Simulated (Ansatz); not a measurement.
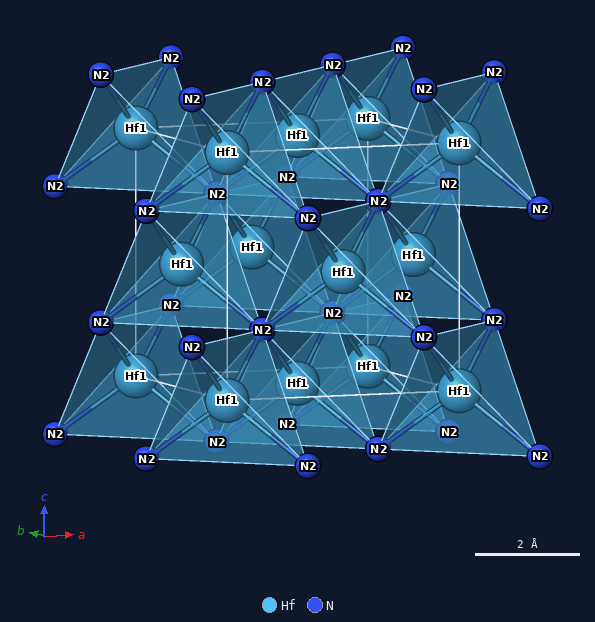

Figure 1. The structure as given in the input (polyhedral view of the cell 4 times as large as that of the calculation, set on its symmetry axes, seen at an oblique angle; polyhedra are completed across the faces of the cell; atoms are numbered from 1 in the order of the input). An atom can appear more than once, as a periodic image.

# What a change does: geometry relaxation on HfN

System: HfN (F-43m, 2 atoms in the cell).
Method of run 1: DFT, LDA, plane waves, PAW, no spin polarisation (Ansatz 0.2.0).

The structure derives from a Materials Project entry. Text and figures count atoms from 1; the logs count them from 0 in places.

Input, run 1:
```yaml
crystal:
  lattice:
    - [0.0, 2.4159666999, 2.4159666999]
    - [2.4159666999, 0.0, 2.4159666999]
    - [2.4159666999, 2.4159666999, 0.0]
  atoms:
    - { symbol: Hf, position: [0.0, 0.0, 0.0] }
    - { symbol: "N", position: [0.75, 0.75, 0.75] }
basis:
  ecutwfc: 420
kpoints:
  mp_grid: { grid: [16, 16, 16] }
hamiltonian:
  xc: lda
scf:
  occupations: { method: gaussian, width: 0.1 }
  convergence: { dr2_threshold: 1.0e-11 }
output:
  forces: true
  eigenvalues: true
  stress: true
relax:
  adjacent_minimum: "off"
  f_tol: 0.005
  max_steps: 80
  cell: { stress_tol: 0.05 }
```

Command:
```bash
ansatz run input.yaml --threads 2 --pin off --max-ram 5120MiB --backend cpu --events-out ev --progress --plain --runs-dir out
```

Hardware: 2 threads of Arm Neoverse V2, 24 GiB of memory available, shared host.

Output, shortened to warnings, some set-up lines, iterations and results (run 1):
```
Basis set: ecut = 420 eV, 537 PW (Γ)
Symmetry: 24 space group operations
k-points: 145 of 4096 (time reversal used)
Initial density: superposition of atomic densities (neutral atoms: chi_scale 0, normalization atom), corrected by the library's trained network
[...]
SCF iter   1: F=—  HF=-15853.906559 eV  |F-HF|=—  |Δ(HF+E_count)|=         —  Δρ=1.50e-2  dr2=6.94e-2  ethr=1.77e-3  ⟨swp⟩=4.6  Hψ=11448  notcnv=0
SCF iter   2: F=—  HF=-15853.890855 eV  |F-HF|=—  |Δ(HF+E_count)|=   1.57e-2  Δρ=4.21e-3  dr2=3.80e-3  ethr=2.24e-4  ⟨swp⟩=2.0  Hψ=4411  notcnv=0  defer=52
SCF iter   3: F=—  HF=-15853.890290 eV  |F-HF|=—  |Δ(HF+E_count)|=   5.65e-4  Δρ=2.16e-3  dr2=1.02e-3  ethr=1.22e-5  ⟨swp⟩=2.0  Hψ=4227  notcnv=0  defer=52
SCF iter   4: F=—  HF=-15853.890123 eV  |F-HF|=—  |Δ(HF+E_count)|=   1.67e-4  Δρ=1.12e-3  dr2=3.04e-4  ethr=3.31e-6  ⟨swp⟩=2.3  Hψ=4800  notcnv=0  defer=52
SCF iter   5: F=—  HF=-15853.890076 eV  |F-HF|=—  |Δ(HF+E_count)|=   4.62e-5  Δρ=3.61e-4  dr2=3.69e-5  ethr=9.79e-7  ⟨swp⟩=2.5  Hψ=4788  notcnv=0  defer=52
[... 31 lines ...]
SCF iter   3: F=—  HF=-15853.890141 eV  |F-HF|=—  |Δ(HF+E_count)|=  2.07e-10  Δρ=2.40e-6  dr2=2.55e-10  ethr=3.68e-12  ⟨swp⟩=2.0  Hψ=4064  notcnv=0
SCF iter   4: F=—  HF=-15853.890141 eV  |F-HF|=—  |Δ(HF+E_count)|=  9.46e-11  Δρ=2.92e-7  dr2=1.05e-11  ethr=1.00e-12  ⟨swp⟩=2.0  Hψ=4320  notcnv=0
SCF iter   5: F=-15853.890141 eV  HF=-15853.890141 eV  |F-HF|=1.82e-12  |Δ(HF+E_count)|=  3.64e-12  Δρ=4.10e-8  dr2=2.59e-13  ethr=1.00e-12  ⟨swp⟩=5.6  Hψ=12973  notcnv=0
SCF 4 converged in 5 iterations: F = -15853.890141 eV  dr2 = 2.59e-13
relax step   4: F+E_penalty+E_count = -15853.89014133 eV  Δ(F+E_penalty+E_count) = +1.313e-4 eV  max|allowed force component| = 2.868e-16 eV/Å  Δτ_max = 0.0000 Å  P = -0.008 …
basis re-selected at this cell: Δ(F+E_penalty+E_count) = +1.313e-4 eV, ΔP = -0.008 GPa vs the last step (what re-selecting the basis moved, of the pressure what is left beyond the Pulay correction that the steps carried, after the strain that the cell walked since its last selection, with what the …
SCF converged after 5 iterations
Free energy (F): -15853.890141 eV
Harris-Foulkes:  -15853.890141 eV  (|F-HF|=1.82e-12)
Internal energy: -15853.887693 eV  (E = F + TS)
E sigma→0 (E₀):  -15853.888917 eV
Entropy (-TS):   -0.002448 eV (-1.224 meV/atom)
Fermi energy:    18.463133 eV
--- Per-component energies (eV) ---
  E_band       = 26.933630
  E_kinetic    = 556.620509
  E_local      = -5532.582975  (includes V_loc(G=0)·N_el)
  E_nonlocal   = -1184.529131
  E_hartree    = 2569.079312
  E_xc         = -357.683873
  E_vxc        = -343.466693  (∫ρ·V_xc dr)
  E_paw        = -6804.789252  (= ΣΔE_a)
  E_vpaw       = 1392.733203  (= ΣTr[D̂ρ^β])
  E_aug_tail   = 0.000088  (compensation charges beyond the density's cutoff)
  E_ewald      = -5102.539659
  E_core_change = 2.537287  (= ΣΔE_core)
  E_smearing   = -0.002448  (= −TS)
  E_closure    = 0.000000  (closes the sum)
  Σ components = -15853.890141   (vs F -15853.890141, Δ=0.00e0)
--- Forces (eV/Å), atoms counted from 1 ---
  atom   1  Hf    -0.00000000     0.00000000     0.00000000
  atom   2  N      0.00000000    -0.00000000    -0.00000000
  max |Σ_I F_I| component: 1.48e-16 eV/Å
--- Stress (GPa, compression-positive) ---
       -0.007956      -0.000000      -0.000000
       -0.000000      -0.007956       0.000000
       -0.000000       0.000000      -0.007956
  P = ⅓ Tr σ = -0.0080 GPa (-0.080 kbar)
--- Relaxed structure (3 steps of the walk, 3 accepted, 1 SCFs on fresh bases) ---
  F+E_penalty+E_count = -15853.89014133 eV   max|allowed force component| = 2.868e-16 eV/Å   (the final SCF, on the basis selected at the relaxed cell)
  cell:  # Å, volume = 28.1562 Å³
    - [0.0, 2.414614581353576, 2.414614581353576]
    - [2.414614581353576, 1.3247967285528529e-33, 2.414614581353576]
    - [2.414614581353576, 2.414614581353576, 4.280112507632295e-33]
  atoms:
    - { symbol: Hf, position: [8.93491818170911e-34, -3.288315613342757e-34, -1.2920755288791241e-33] }
    - { symbol: N, position: [0.7499999999999999, 0.7499999999999999, 0.7499999999999999] }
```

The input of run 2 differs as follows (lines with − go, lines with + come):
```diff
-  convergence: { dr2_threshold: 1.0e-11 }
+  write_density: true
+  write_potential: true
+  elf: true
+  volumetric_format: npy
```

How does run 2 compare with run 1?

Both reach the same energy, so the change doesn't alter the result. The SCF takes 23 iterations over all geometry steps against 33.

Output, shortened to warnings, some set-up lines, iterations and results (run 2):
```
Basis set: ecut = 420 eV, 537 PW (Γ)
Symmetry: 24 space group operations
k-points: 145 of 4096 (time reversal used)
Initial density: superposition of atomic densities (neutral atoms: chi_scale 0, normalization atom), corrected by the library's trained network
[...]
SCF iter   1: F=—  HF=-15853.906559 eV  |F-HF|=—  |Δ(HF+E_count)|=         —  Δρ=1.50e-2  dr2=6.94e-2  ethr=1.77e-3  ⟨swp⟩=4.6  Hψ=11448  notcnv=0
SCF iter   2: F=—  HF=-15853.890855 eV  |F-HF|=—  |Δ(HF+E_count)|=   1.57e-2  Δρ=4.21e-3  dr2=3.80e-3  ethr=2.24e-4  ⟨swp⟩=2.0  Hψ=4411  notcnv=0  defer=52
SCF iter   3: F=—  HF=-15853.890290 eV  |F-HF|=—  |Δ(HF+E_count)|=   5.65e-4  Δρ=2.16e-3  dr2=1.02e-3  ethr=1.22e-5  ⟨swp⟩=2.0  Hψ=4227  notcnv=0  defer=52
SCF iter   4: F=—  HF=-15853.890123 eV  |F-HF|=—  |Δ(HF+E_count)|=   1.67e-4  Δρ=1.12e-3  dr2=3.04e-4  ethr=3.31e-6  ⟨swp⟩=2.3  Hψ=4800  notcnv=0  defer=52
SCF iter   5: F=—  HF=-15853.890076 eV  |F-HF|=—  |Δ(HF+E_count)|=   4.62e-5  Δρ=3.61e-4  dr2=3.69e-5  ethr=9.79e-7  ⟨swp⟩=2.5  Hψ=4788  notcnv=0  defer=52
[... 21 lines ...]
SCF iter   3: F=—  HF=-15853.890142 eV  |F-HF|=—  |Δ(HF+E_count)|=  2.98e-10  Δρ=2.53e-6  dr2=4.77e-10  ethr=5.73e-12  ⟨swp⟩=2.0  Hψ=5077  notcnv=0
SCF iter   4: F=—  HF=-15853.890142 eV  |F-HF|=—  |Δ(HF+E_count)|=  2.16e-10  Δρ=4.35e-7  dr2=6.26e-11  ethr=1.54e-12  ⟨swp⟩=2.0  Hψ=5145  notcnv=0
SCF iter   5: F=-15853.890142 eV  HF=-15853.890142 eV  |F-HF|=1.82e-12  |Δ(HF+E_count)|=  2.36e-11  Δρ=3.01e-7  dr2=1.93e-11  ethr=1.00e-12  ⟨swp⟩=5.8  Hψ=13358  notcnv=0
SCF 4 converged in 5 iterations: F = -15853.890142 eV  dr2 = 1.93e-11
relax step   4: F+E_penalty+E_count = -15853.89014151 eV  Δ(F+E_penalty+E_count) = +1.313e-4 eV  max|allowed force component| = 3.793e-16 eV/Å  Δτ_max = 0.0000 Å  P = -0.008 …
basis re-selected at this cell: Δ(F+E_penalty+E_count) = +1.313e-4 eV, ΔP = -0.008 GPa vs the last step (what re-selecting the basis moved, of the pressure what is left beyond the Pulay correction that the steps carried, after the strain that the cell walked since its last selection, with what the …
SCF converged after 5 iterations
Free energy (F): -15853.890142 eV
Harris-Foulkes:  -15853.890142 eV  (|F-HF|=1.82e-12)
Internal energy: -15853.887693 eV  (E = F + TS)
E sigma→0 (E₀):  -15853.888917 eV
Entropy (-TS):   -0.002448 eV (-1.224 meV/atom)
Fermi energy:    18.463174 eV
--- Per-component energies (eV) ---
  E_band       = 26.934924
  E_kinetic    = 556.620670
  E_local      = -5532.577762  (includes V_loc(G=0)·N_el)
  E_nonlocal   = -1184.529090
  E_hartree    = 2569.077397
  E_xc         = -357.683926
  E_vxc        = -343.466759  (∫ρ·V_xc dr)
  E_paw        = -6804.789309  (= ΣΔE_a)
  E_vpaw       = 1392.733057  (= ΣTr[D̂ρ^β])
  E_aug_tail   = 0.000088  (compensation charges beyond the density's cutoff)
  E_ewald      = -5102.543048
  E_core_change = 2.537287  (= ΣΔE_core)
  E_smearing   = -0.002448  (= −TS)
  E_closure    = 0.000000  (closes the sum)
  Σ components = -15853.890142   (vs F -15853.890142, Δ=0.00e0)
--- Forces (eV/Å), atoms counted from 1 ---
  atom   1  Hf     0.00000000     0.00000000     0.00000000
  atom   2  N     -0.00000000    -0.00000000    -0.00000000
  max |Σ_I F_I| component: 5.55e-17 eV/Å
--- Stress (GPa, compression-positive) ---
       -0.007519      -0.000000      -0.000000
       -0.000000      -0.007519       0.000000
       -0.000000       0.000000      -0.007519
  P = ⅓ Tr σ = -0.0075 GPa (-0.075 kbar)
--- Relaxed structure (3 steps of the walk, 3 accepted, 1 SCFs on fresh bases) ---
  F+E_penalty+E_count = -15853.89014151 eV   max|allowed force component| = 3.793e-16 eV/Å   (the final SCF, on the basis selected at the relaxed cell)
  cell:  # Å, volume = 28.1561 Å³
    - [1.2228892878949414e-33, 2.4146129775421117, 2.4146129775421117]
    - [2.4146129775421117, 2.8024546180925743e-33, 2.4146129775421117]
    - [2.4146129775421117, 2.4146129775421117, 4.483927388948119e-33]
  atoms:
    - { symbol: Hf, position: [7.041645555845098e-34, -1.0230315241510803e-33, -8.370257924872473e-34] }
[...]
```

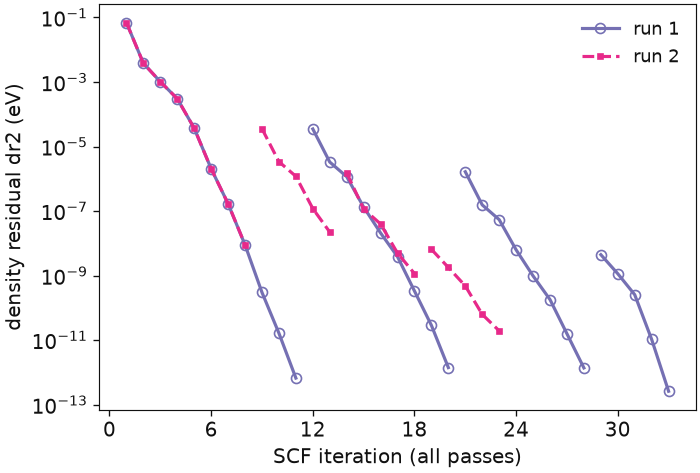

Figure 2. Convergence of the two runs: density residual dr2 against the SCF iteration. A break in a curve parts two SCF passes. Run 1 takes 33 iterations in all, and run 2 takes 23.

The two runs side by side:

| quantity | run 1 | run 2 |
| --- | --- | --- |
| outcome | converged | converged |
| free energy per atom (eV) | −7926.9451 | −7926.9451 |
| energy per atom, smearing taken to zero (eV) | −7926.9445 | −7926.9445 |
| gap on the mesh (eV) | 0.00 | 0.00 |
| pressure (GPa) | −0.01 | −0.01 |
| largest force (eV/Å) | 0.000 | 0.000 |
| SCF iterations | 33 | 23 |
| irreducible k-points | 145 | 145 |
| wall time (shared host) | 17 s | 18 s |

For both runs: Spin–orbit coupling is left out, which matters for Hf. The cell holds an odd number of electrons but the run has no spin polarisation, so a band is left half filled.
